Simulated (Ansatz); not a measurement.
**Geometry relaxation, with input and output: Sn (part 3 of 3)**

Sn (slab, 17 atoms in the cell); DFT PBEsol, scalar-relativistic, plane waves, PAW, no spin polarisation (Ansatz 0.2.0); cutoff 420 eV, 6×5×1 k-mesh, Gaussian smearing of 0.1 eV. The structure derives from an entry of the Crystallography Open Database. It belongs to a series of runs on one base structure; here: (2 1 0) slab, atoms relaxed.

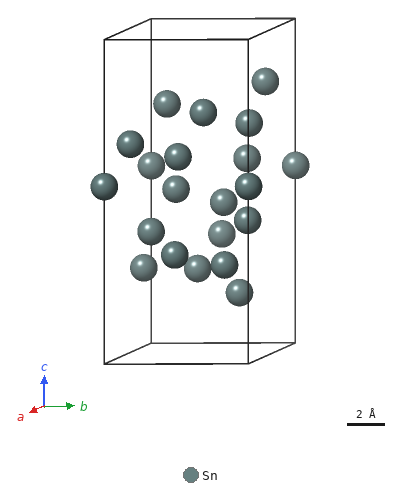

Figure 1. The geometry at step 7 of the log (spheres-only view of the cell of the calculation, with the vacuum cut short, seen slightly off an axis).

Trajectory as extended XYZ, continued
```
17
Lattice="6.5416 0.0000 0.0000 -3.2708 7.3137 0.0000 0.0000 0.0000 26.7019" Properties=species:S:1:pos:R:3:forces:R:3 step=3 energy=-101141.03943
Sn    1.4600    5.3553    7.3852   -0.4030   0.2122   0.0425
Sn    0.2852    2.9820    8.4846    0.4893   0.1402   0.3275
Sn    1.7759    0.5177    8.7924    0.2305  -0.2725  -0.2510
Sn    3.1724    5.7979    9.6678   -0.0401   0.0378  -0.0321
Sn   -1.6882    3.6362   10.4205   -0.0752  -0.0754   0.0083
Sn    3.1878    1.4510   11.1264   -0.0871  -0.0354  -0.1328
Sn    1.6189    6.6098   11.8876   -0.0323   0.0135   0.0240
Sn    0.0059    4.3952   12.6083   -0.0268  -0.0348  -0.0155
Sn    1.6338    2.1935   13.3508   -0.1130   0.0016  -0.0008
Sn    0.0051   -0.0074   14.0931   -0.0252   0.0342   0.0198
Sn   -1.6520    5.0919   14.8141   -0.0318  -0.0132  -0.0267
Sn    3.1877    2.9364   15.5750   -0.0854   0.0347   0.1326
Sn    4.8537    0.7523   16.2819   -0.0758   0.0775  -0.0096
Sn   -0.0988    5.9046   17.0337   -0.0381  -0.0408   0.0326
Sn    1.7753    3.8701   17.9084    0.2292   0.2809   0.2513
Sn    0.2808    1.4087   18.2222    0.4907  -0.1447  -0.3288
Sn   -1.8142    6.3456   19.3142   -0.4060  -0.2158  -0.0413
17
Lattice="6.5416 0.0000 0.0000 -3.2708 7.3137 0.0000 0.0000 0.0000 26.7019" Properties=species:S:1:pos:R:3:forces:R:3 step=4 energy=-101141.49216
Sn    1.3266    5.4623    7.4246   -0.3307   0.1469   0.1877
Sn    0.4333    2.9989    8.6065    0.3218   0.1055   0.1347
Sn    1.8589    0.4303    8.7034    0.1273  -0.1557  -0.0159
Sn    3.1606    5.8081    9.6604    0.0197   0.0682  -0.1273
Sn   -1.7086    3.6194   10.4155    0.0367  -0.0783   0.0020
Sn    3.1547    1.4347   11.1009   -0.0598  -0.0826  -0.1323
Sn    1.6081    6.6103   11.8908   -0.0033   0.0235   0.0468
Sn   -0.0104    4.3916   12.5999   -0.0643  -0.0168  -0.0189
Sn    1.6234    2.1940   13.3509   -0.0919   0.0011  -0.0029
Sn   -0.0107   -0.0036   14.1020   -0.0662   0.0182   0.0244
Sn   -1.6632    5.0917   14.8108   -0.0029  -0.0245  -0.0497
Sn    3.1545    2.9531   15.6007   -0.0583   0.0847   0.1357
Sn    4.8323    0.7696   16.2869    0.0387   0.0778  -0.0064
Sn   -0.1111    5.8944   17.0411    0.0201  -0.0695   0.1311
Sn    1.8581    3.9592   17.9980    0.1236   0.1570   0.0127
Sn    0.4309    1.3902   18.0984    0.3217  -0.1142  -0.1292
Sn   -1.9482    6.2365   19.2752   -0.3322  -0.1413  -0.1921
17
Lattice="6.5416 0.0000 0.0000 -3.2708 7.3137 0.0000 0.0000 0.0000 26.7019" Properties=species:S:1:pos:R:3:forces:R:3 step=5 energy=-101141.73272
Sn    1.1821    5.5664    7.5043   -0.1886   0.0891   0.1745
Sn    0.5444    3.0092    8.6722    0.1696   0.0906   0.0435
Sn    1.9149    0.3748    8.6806    0.0500  -0.0732   0.0576
Sn    3.1658    5.8136    9.6434   -0.0029   0.0273  -0.0885
Sn   -1.7011    3.5936   10.4012    0.0313  -0.0721  -0.0368
Sn    3.1431    1.4140   11.0897   -0.0331  -0.0311  -0.0357
Sn    1.6138    6.6068   11.8948    0.0227  -0.0131   0.0158
Sn   -0.0292    4.3925   12.5878   -0.0223  -0.0093  -0.0199
Sn    1.6073    2.1943   13.3506   -0.0465   0.0009   0.0008
Sn   -0.0296   -0.0040   14.1146   -0.0216   0.0081   0.0201
Sn   -1.6576    5.0955   14.8065    0.0230   0.0151  -0.0139
Sn    3.1431    2.9741   15.6120   -0.0357   0.0323   0.0347
Sn    4.8393    0.7952   16.3004    0.0320   0.0715   0.0373
Sn   -0.1064    5.8891   17.0584   -0.0048  -0.0279   0.0867
Sn    1.9121    4.0142   18.0199    0.0469   0.0722  -0.0590
Sn    0.5402    1.3787   18.0343    0.1686  -0.0951  -0.0435
Sn   -2.0930    6.1328   19.1954   -0.1883  -0.0852  -0.1733
17
Lattice="6.5416 0.0000 0.0000 -3.2708 7.3137 0.0000 0.0000 0.0000 26.7019" Properties=species:S:1:pos:R:3:forces:R:3 step=6 energy=-101141.81994
Sn    1.1009    5.6811    7.6466   -0.0545   0.0325   0.0579
Sn    0.6635    3.0283    8.7051    0.0230   0.0993   0.0475
Sn    1.9691    0.3672    8.7599    0.0491  -0.0778   0.1269
Sn    3.2220    5.8009    9.6800   -0.0742   0.0215  -0.1484
Sn   -1.7175    3.4755   10.3035    0.0329   0.0009   0.0210
Sn    3.1558    1.3483   11.2128   -0.0942  -0.0035  -0.1385
Sn    1.6508    6.5331   11.9312   -0.0191   0.0167   0.0448
Sn   -0.1240    4.3877   12.4975    0.0716  -0.0040  -0.0120
Sn    1.4698    2.1943   13.3483    0.1283  -0.0006   0.0023
Sn   -0.1239    0.0026   14.2067    0.0710   0.0007   0.0085
Sn   -1.6245    5.1677   14.7709   -0.0170  -0.0137  -0.0406
Sn    3.1498    3.0397   15.4885   -0.0930   0.0055   0.1366
Sn    4.8177    0.9133   16.3967    0.0358  -0.0008  -0.0202
Sn   -0.0557    5.9025   17.0225   -0.0737  -0.0240   0.1478
Sn    1.9600    4.0210   17.9404    0.0453   0.0773  -0.1267
Sn    0.6541    1.3585   18.0008    0.0206  -0.0986  -0.0482
Sn   -2.1785    6.0193   19.0549   -0.0520  -0.0315  -0.0587
17
Lattice="6.5416 0.0000 0.0000 -3.2708 7.3137 0.0000 0.0000 0.0000 26.7019" Properties=species:S:1:pos:R:3:forces:R:3 step=7 energy=-101141.85790
Sn    0.9812    5.7806    7.6639    0.0079  -0.0037  -0.0055
Sn    0.7005    3.1246    8.7656   -0.0396   0.0108  -0.0521
Sn    1.9136    0.3909    8.8127    0.0388   0.0094  -0.0539
Sn    3.1491    5.8196    9.6269   -0.0302  -0.0234   0.0648
Sn   -1.7077    3.5396   10.3208    0.0119   0.0204  -0.0214
Sn    3.1719    1.3808   11.1702    0.0916  -0.0789   0.0426
Sn    1.6827    6.5820   11.9511    0.0288   0.0640  -0.0129
Sn   -0.0289    4.3838   12.4906   -0.0702   0.0181   0.0762
Sn    1.5736    2.1936   13.3504   -0.0814   0.0010  -0.0045
Sn   -0.0287    0.0033   14.2123   -0.0720  -0.0160  -0.0717
Sn   -1.5893    5.1198   14.7518    0.0306  -0.0685   0.0069
Sn    3.1680    3.0090   15.5312    0.0936   0.0810  -0.0373
Sn    4.8292    0.8493   16.3783    0.0127  -0.0219   0.0195
Sn   -0.1263    5.8840   17.0753   -0.0318   0.0279  -0.0638
Sn    1.9048    3.9972   17.8881    0.0404  -0.0142   0.0535
Sn    0.6912    1.2624   17.9398   -0.0394  -0.0100   0.0527
Sn   -2.2956    5.9205   19.0370    0.0080   0.0041   0.0072
17
Lattice="6.5416 0.0000 0.0000 -3.2708 7.3137 0.0000 0.0000 0.0000 26.7019" Properties=species:S:1:pos:R:3:forces:R:3 step=8 energy=-101141.86652
Sn    0.9915    5.7857    7.6467    0.0030   0.0052  -0.0249
Sn    0.6828    3.1240    8.7229   -0.0029   0.0159  -0.0016
Sn    1.9292    0.3965    8.7981   -0.0038  -0.0047   0.0018
Sn    3.1500    5.8250    9.6247    0.0107  -0.0255   0.0217
Sn   -1.7030    3.5459   10.3131   -0.0020  -0.0007   0.0159
Sn    3.1882    1.3706   11.1732   -0.0290   0.0466   0.0237
Sn    1.6818    6.5828   11.9414   -0.0101  -0.0471  -0.0140
Sn   -0.0484    4.3936   12.5072    0.0287  -0.0072  -0.0473
Sn    1.5573    2.1941   13.3499    0.0142  -0.0006   0.0021
Sn   -0.0484   -0.0061   14.1954    0.0296   0.0062   0.0442
Sn   -1.5898    5.1185   14.7600   -0.0127   0.0502   0.0170
Sn    3.1845    3.0196   15.5291   -0.0299  -0.0483  -0.0250
Sn    4.8338    0.8426   16.3855   -0.0025   0.0009  -0.0153
Sn   -0.1265    5.8790   17.0776    0.0096   0.0262  -0.0228
Sn    1.9198    3.9910   17.9030   -0.0036   0.0051  -0.0010
Sn    0.6726    1.2628   17.9832   -0.0022  -0.0170   0.0009
Sn   -2.2860    5.9153   19.0551    0.0028  -0.0053   0.0245
17
Lattice="6.5416 0.0000 0.0000 -3.2708 7.3137 0.0000 0.0000 0.0000 26.7019" Properties=species:S:1:pos:R:3:forces:R:3 step=9 energy=-101141.86805
Sn    0.9923    5.7929    7.6367    0.0173   0.0064   0.0107
Sn    0.6887    3.1304    8.7149   -0.0139   0.0029  -0.0014
Sn    1.9258    0.3931    8.8070   -0.0053  -0.0040   0.0011
Sn    3.1483    5.8116    9.6332   -0.0079   0.0013  -0.0094
Sn   -1.6951    3.5420   10.3174    0.0034  -0.0023  -0.0115
Sn    3.1839    1.3804   11.1783    0.0059  -0.0125  -0.0075
Sn    1.6741    6.5800   11.9427    0.0088  -0.0027  -0.0046
Sn   -0.0466    4.3902   12.5072   -0.0049   0.0130   0.0022
Sn    1.5565    2.1942   13.3507   -0.0063  -0.0001  -0.0009
Sn   -0.0468   -0.0026   14.1949   -0.0048  -0.0128  -0.0013
Sn   -1.5979    5.1220   14.7585    0.0088   0.0019   0.0040
Sn    3.1812    3.0095   15.5244    0.0057   0.0134   0.0085
Sn    4.8425    0.8463   16.3816    0.0029   0.0028   0.0106
Sn   -0.1284    5.8930   17.0686   -0.0078  -0.0023   0.0099
Sn    1.9163    3.9946   17.8942   -0.0060   0.0043  -0.0021
Sn    0.6799    1.2557   17.9908   -0.0139  -0.0029   0.0022
Sn   -2.2854    5.9076   19.0650    0.0179  -0.0065  -0.0106
17
Lattice="6.5416 0.0000 0.0000 -3.2708 7.3137 0.0000 0.0000 0.0000 26.7019" Properties=species:S:1:pos:R:3:forces:R:3 step=10 energy=-101141.86805
Sn    0.9923    5.7929    7.6367    0.0173   0.0064   0.0108
Sn    0.6887    3.1304    8.7149   -0.0139   0.0029  -0.0014
Sn    1.9258    0.3931    8.8070   -0.0052  -0.0040   0.0011
Sn    3.1483    5.8116    9.6332   -0.0079   0.0013  -0.0094
Sn   -1.6951    3.5420   10.3174    0.0034  -0.0024  -0.0115
Sn    3.1839    1.3804   11.1783    0.0059  -0.0125  -0.0075
Sn    1.6741    6.5800   11.9427    0.0088  -0.0027  -0.0046
Sn   -0.0466    4.3902   12.5072   -0.0049   0.0130   0.0021
Sn    1.5565    2.1942   13.3507   -0.0063   0.0000  -0.0009
Sn   -0.0468   -0.0026   14.1949   -0.0048  -0.0128  -0.0013
Sn   -1.5979    5.1220   14.7585    0.0088   0.0019   0.0040
Sn    3.1812    3.0095   15.5244    0.0057   0.0134   0.0086
Sn    4.8425    0.8463   16.3816    0.0029   0.0029   0.0107
Sn   -0.1284    5.8930   17.0686   -0.0078  -0.0023   0.0099
Sn    1.9163    3.9946   17.8942   -0.0060   0.0043  -0.0021
Sn    0.6799    1.2557   17.9908   -0.0139  -0.0029   0.0022
Sn   -2.2854    5.9076   19.0650    0.0180  -0.0065  -0.0106
```

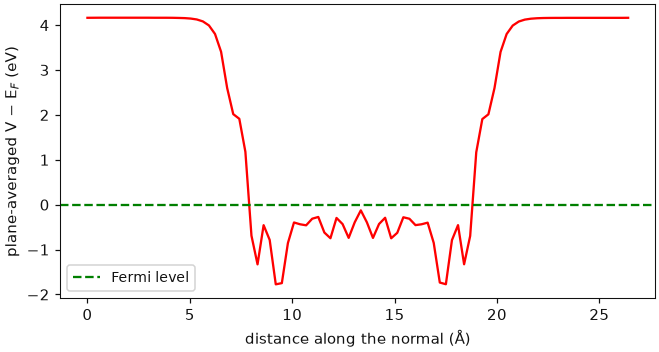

Figure 2. Plane average of the electrostatic potential energy of an electron across the cell, from the Fermi level. The vacuum level lies 4.16 eV above the Fermi level.

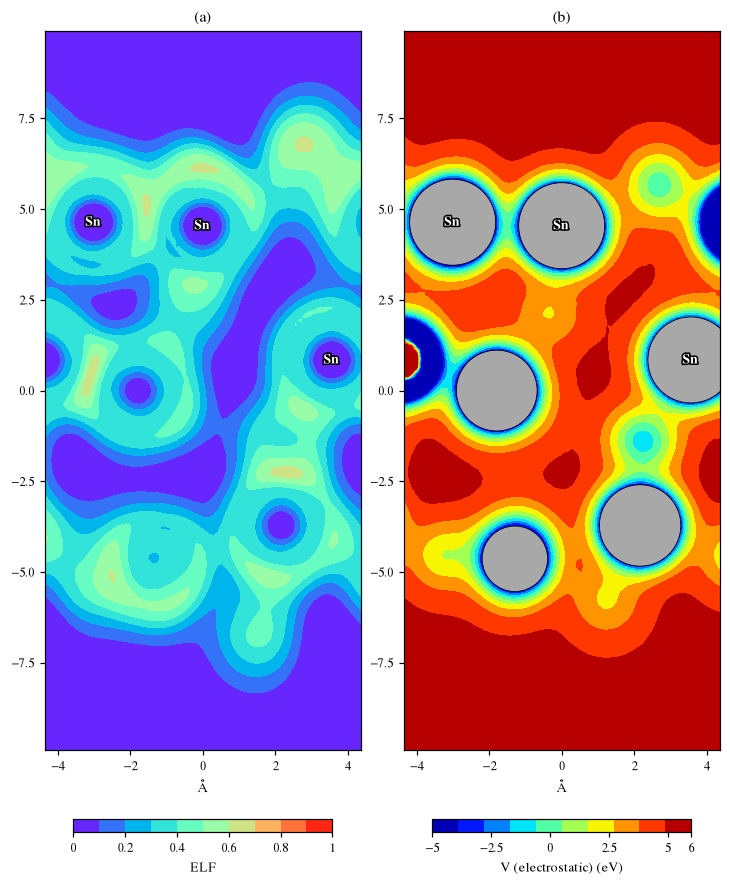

Figure 3. (a) electron localisation function; (b) electrostatic potential energy of an electron on the (11̄0) plane of the calculation cell, a cut from vacuum to vacuum. Grey discs, where drawn, cover atomic cores. The fields are those of the smooth PAW valence density.

The run was set up as follows.

Input file
```yaml
crystal:
  lattice:
    - [6.5415585737, 0.0, 0.0]
    - [-3.2707792869, 7.3136848248, 0.0]
    - [0.0, 0.0, 26.7018957197]
  atoms:
    - { symbol: Sn, position: [0.6, 0.7, 0.2808789338] }
    - { symbol: Sn, position: [0.2, 0.4, 0.3082690671] }
    - { symbol: Sn, position: [0.3, 0.1, 0.3356592003] }
    - { symbol: Sn, position: [0.9, 0.8, 0.3630493336] }
    - { symbol: Sn, position: [0.0, 0.5, 0.3904394669] }
    - { symbol: Sn, position: [0.6, 0.2, 0.4178296002] }
    - { symbol: Sn, position: [0.7, 0.9, 0.4452197334] }
    - { symbol: Sn, position: [0.3, 0.6, 0.4726098667] }
    - { symbol: Sn, position: [0.4, 0.3, 0.5] }
    - { symbol: Sn, position: [0.0, 0.0, 0.5273901333] }
    - { symbol: Sn, position: [0.1, 0.7, 0.5547802666] }
    - { symbol: Sn, position: [0.7, 0.4, 0.5821703998] }
    - { symbol: Sn, position: [0.8, 0.1, 0.6095605331] }
    - { symbol: Sn, position: [0.4, 0.8, 0.6369506664] }
    - { symbol: Sn, position: [0.5, 0.5, 0.6643407997] }
    - { symbol: Sn, position: [0.1, 0.2, 0.6917309329] }
    - { symbol: Sn, position: [0.2, 0.9, 0.7191210662] }
basis:
  ecutwfc: 420
kpoints:
  mp_grid: { grid: [6, 5, 1] }
hamiltonian:
  xc: pbesol
scf:
  occupations: { method: gaussian, width: 0.1 }
output:
  forces: true
  eigenvalues: true
  write_density: true
  write_potential: true
  elf: true
  volumetric_format: npy
relax:
  adjacent_minimum: "off"
  f_tol: 0.02
  max_steps: 60
efield:
  axis: 3
  dipole_correction: true
  ramp_width: 0.04
```

Run as:
```bash
ansatz run input.yaml --threads 4 --pin off --max-ram 10240MiB --backend cpu --events-out ev --progress --plain --runs-dir out
```

Summary

```csv
quantity,value
outcome,converged
electrons treated,238
free energy,−101141.8681 eV
"work function, top face",4.16 eV
"work function, bottom face",4.16 eV
Fermi energy,1.128 eV
gap on the k-point mesh,none (metallic)
final volume,1277.50 Å³
work function (upper face),4.16 eV
largest force (length of the vector) at the end,0.022 eV/Å
hardware,"4 threads of AMD EPYC (Zen 5), 32 GiB of memory available, shared host"
wall time,5 min (CPU time 19 min)
peak memory,4.6 GiB
```

Remarks

The program warns: the exchange-correlation potential is rough where the density is thin.
